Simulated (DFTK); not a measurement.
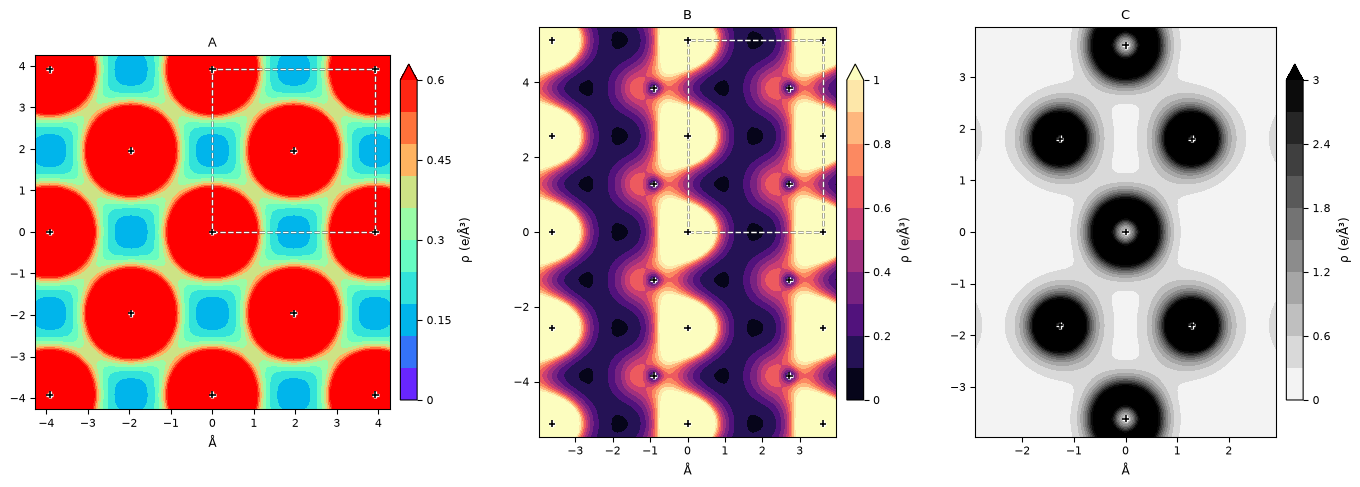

The valence charge density (pseudo) of 3 systems, each on a plane through atoms (crosses mark nuclei in the plane).

The calculation used Kohn-Sham DFT of a periodic cell, PBEsol, dojo.nc.sr.PBEsol.v0_4_1.standard.upf in DFTK 0.8.2.

System 1: HfO₂, the (101) plane of the conventional cell. Space group Fm-3m; computed pressure about −13 GPa in this cell.

System 2: BN, the (101) plane of the conventional cell. Space group F-43m; a structure from a database of computed crystals, not necessarily the ambient phase; computed pressure about −6 GPa in this cell.

System 3: Pt, the (001) plane of the conventional cell. Space group Fm-3m.

```
CELL_PARAMETERS angstrom
3.92180 0.00000 0.00000
0.00000 3.92180 0.00000
0.00000 0.00000 3.92180
ATOMIC_POSITIONS crystal
Pt 0.00000 0.00000 0.00000
Pt 0.50000 0.50000 0.00000
Pt 0.50000 0.00000 0.50000
Pt 0.00000 0.50000 0.50000
```

Which map belongs to which system?

Answer. Panel A is system 3, Pt: the plane holds Pt. Pt–Pt (2.77 Å): ρ at the midpoint is about 0.41 e/Å³. Panel B is system 2, BN: the plane holds N and B. B–N (1.57 Å): ρ is about 1.4 e/Å³ halfway. Panel C is system 1, HfO₂: the plane holds Hf and O. Hf–O (2.21 Å): ρ is about 0.49 e/Å³ halfway.
